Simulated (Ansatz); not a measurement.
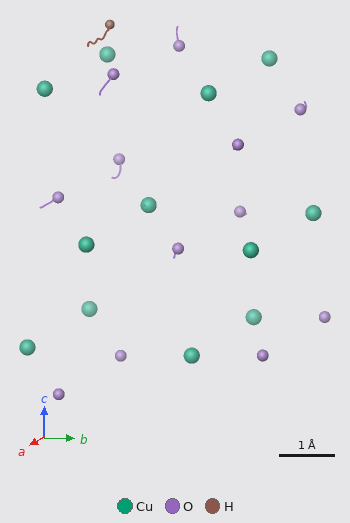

Molecular dynamics of H on CuO(111) (25 atoms in the cell), 35 fs long. Lines trace each atom's path, in the colour of its element; spheres stand at the starting positions. Fixed atoms have no trace. Seen slightly off an axis in the simulation cell, with the vacuum cut short.

Level of theory: DFT PBE-D3(BJ), scalar-relativistic, plane waves, PAW (Ansatz). Settings: plane-wave cutoff 420 eV; k-point mesh 2 × 2 × 1; Fermi-Dirac smearing 0.02 eV; spin collinear; low-accuracy preset; 8 atoms held fixed; Langevin thermostat (NVT); set temperature 1200 K; time step 0.5 fs; friction 0.005 per fs.

### What do the traces tell about the motion?

Root-mean-square distances from the starting positions over the second half, with the common drift of all atoms taken out: H 0.51 Å, O 0.29 Å, Cu 0.09 Å. The run lasts only 35 fs, too short to tell vibration from diffusion.

Limits of the set-up: the k-point mesh is coarse for a cell with partly filled bands; the program's low-accuracy preset was used; the periodic images lie only 5.8 Å apart, so the values are limited by the cell's size.

PAW datasets: the set soft_1.
